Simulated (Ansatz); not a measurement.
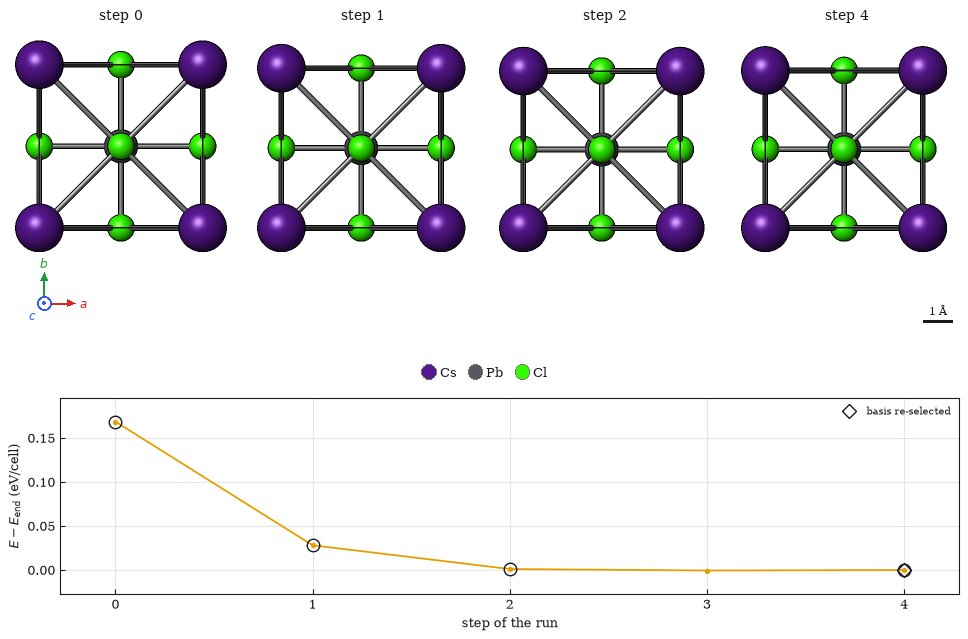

Frames of a relaxation of solid CsPbCl₃ (built on the cubic perovskite type), marked on the history of the run. The picture is a ball-and-stick view of the cell of the calculation, seen along the c axis.

All numbers below come from DFT, LDA, plane waves, PAW in Ansatz 0.2.0.

The input:
```yaml
crystal:
  lattice:
    - [5.7331733935, 0.0, 0.0]
    - [0.0, 5.7331733935, 0.0]
    - [0.0, 0.0, 5.7331733935]
  atoms:
    - { symbol: Cs, position: [0.0, 0.0, 0.0] }
    - { symbol: Pb, position: [0.5, 0.5, 0.5] }
    - { symbol: Cl, position: [0.5, 0.5, 0.0] }
    - { symbol: Cl, position: [0.5, 0.0, 0.5] }
    - { symbol: Cl, position: [0.0, 0.5, 0.5] }
kpoints:
  mp_grid: { grid: [4, 4, 4] }
hamiltonian:
  xc: lda
scf:
  occupations: { method: fermi_dirac, width: 0.02 }
relax:
  f_tol: 0.005
  cell: {}
```

Launched with:
```bash
ansatz run input.yaml --threads 4 --pin off --max-ram 7372MiB --backend cpu --events-out ev --progress --plain --runs-dir out
```

Describe the path.

The energy falls by 0.169 eV per cell of the calculation in 3 accepted moves (4 points after the start). All forces vanish by symmetry, so only the cell relaxes. The pressure goes from −2.49 to −0.03 GPa. The SCF was repeated once at an unchanged geometry on a basis and grid sized afresh for the cell, which shifted the energy by 0.5 meV per cell of the calculation at most. The atoms keep their places relative to the cell (all moves are under 0.005 Å). Cell: a = b = c 5.733 → 5.530 Å (−3.5 %). Volume −10.3 %. Some distances before and after: Cs1–Cl3 4.054 → 3.910 Å, Pb2–Cl3 2.867 → 2.765 Å. The space group stays Pm-3m (No. 221). The run took 3 s on 4 threads of Intel(R) Xeon(R) 6975P-C (Granite Rapids), with other jobs on the host, peak memory 0.55 GiB. From step 0 to 1: volume −6.4 %, energy −0.141 eV per cell of the calculation. From step 1 to 2: volume −5.3 %, energy −27.0 meV per cell of the calculation. From step 2 to 4: volume +1.1 %, energy −1.1 meV per cell of the calculation.

```
step  E − E(0), meV/atom  pressure, GPa  volume, Å³/atom                      note
   0                0.00          -2.49           37.689                          
   1              -28.11          -1.16           35.292                          
   2              -33.51           0.32           33.437                          
   3              -33.84          -0.03           33.818                          
   4              -33.74          -0.03           33.818  same geometry, new basis
```
